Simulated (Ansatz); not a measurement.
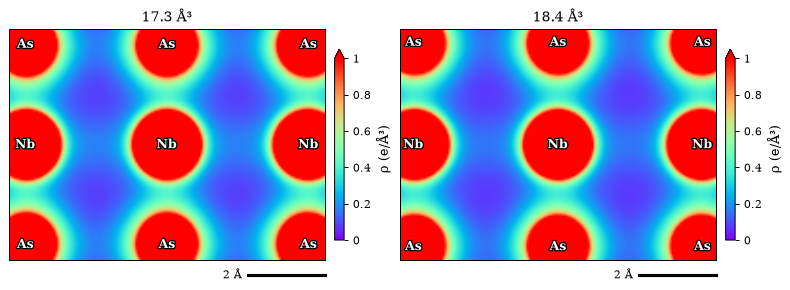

NbAs. The valence charge density (pseudo) of cells scaled evenly to different volumes (given per atom above each panel), on the (101̄) plane of each (indices in the axes of the cell below), at one length scale and on one colour scale.

Method: DFT, PBE, PAW with Ansatz's default frozen-core files, scalar-relativistic (Ansatz 0.2.0).

Core electrons are frozen (PAW), and the valence fields are smoothed inside the atomic spheres.

The largest cell:

```
CELL_PARAMETERS angstrom
0.00000 2.63760 2.63760
2.63760 0.00000 2.63760
2.63760 2.63760 0.00000
ATOMIC_POSITIONS crystal
Nb 0.00000 0.00000 0.00000
As 0.50000 0.50000 0.50000
```

| volume (Å³/atom) | Nb–As contact in the plane (Å) | ρ at its midpoint (e/Å³) | pressure (GPa) | 
| --- | --- | --- | --- |
| 17.26 | 2.584 | 0.415 | 10.1 | 
| 17.98 | 2.620 | ? | ? | 
| 18.35 | 2.638 | 0.382 | 0.0 | 

### Estimate the missing row, and compare with the calculation.

Over the known rows ln ρ falls by 1.53 per Å of Nb–As distance (the line through the two), which gives 0.393 e/Å³ at 2.620 Å; the calculation gives 0.393 e/Å³. For the pressure, a straight line in volume between the neighbouring rows gives 3.4 GPa; the calculation gives 3.0, lower because pressure rises ever faster on compression.
